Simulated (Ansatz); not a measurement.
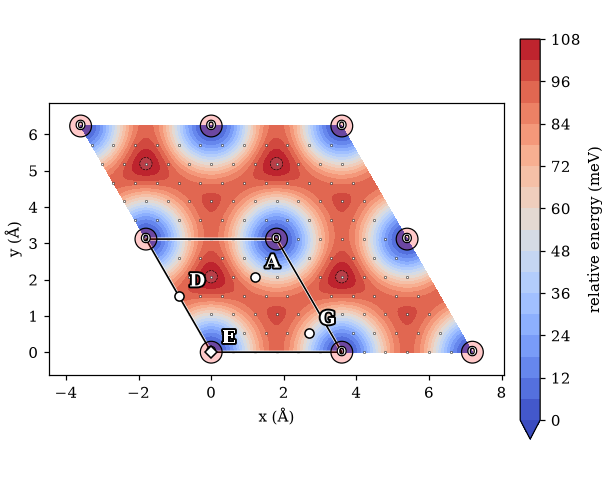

Si on a ZrO₂(111) slab cut from the Fm-3m phase, its upper half relaxed before the scan (6 atoms of substrate and one adsorbate in a 1 × 1 cell). Si is moved over the surface cell at a fixed height above a rigid substrate; the origin of the map has the adsorbate above O6; the height is held at 3.00 Å. Places are given modulo a cell vector. The map is drawn in real space over the plane of the surface. The grid has 6 × 6 points; 10 points were computed and 26 follow by symmetry. All energies are given in meV relative to the lowest grid point. With one adsorbate in each 1 × 1 cell, its nearest image is 3.6 Å away, so neighbouring adsorbates interact. At a fixed height the lowest place need not be the adsorption site. The calculation used DFT PBE+D3(BJ), scalar-relativistic, plane waves, PAW in Ansatz. Settings: cutoff 420 eV, k-mesh 9×9×1, gaussian smearing 0.05 eV, spin-polarised.

Drawn: filled contours, dots at the grid points, labelled circles for the atoms of the top layer and small ones for the second layer, the outline of one cell of the 2 × 2 shown, lettered points. Between grid points the surface is interpolated.

Is A the lowest point of the computed grid?

Answer. No. A lies 68 meV above the lowest grid point, which is at the top site over a surface O atom, (0/6, 0/6) of the cell vectors.

What kind of point is each of A, D, E, G: minimum, saddle, maximum or slope?

Answer. A: on a slope; D: saddle point; E: minimum; G: on a slope. (In these two coordinates alone; a stationary point may lie a little off the grid point.)

Rank the lettered points by energy, lowest first.

Answer. E (0 meV), G (56 meV), A (68 meV), D (93 meV).

PAW datasets: the set soft_1.
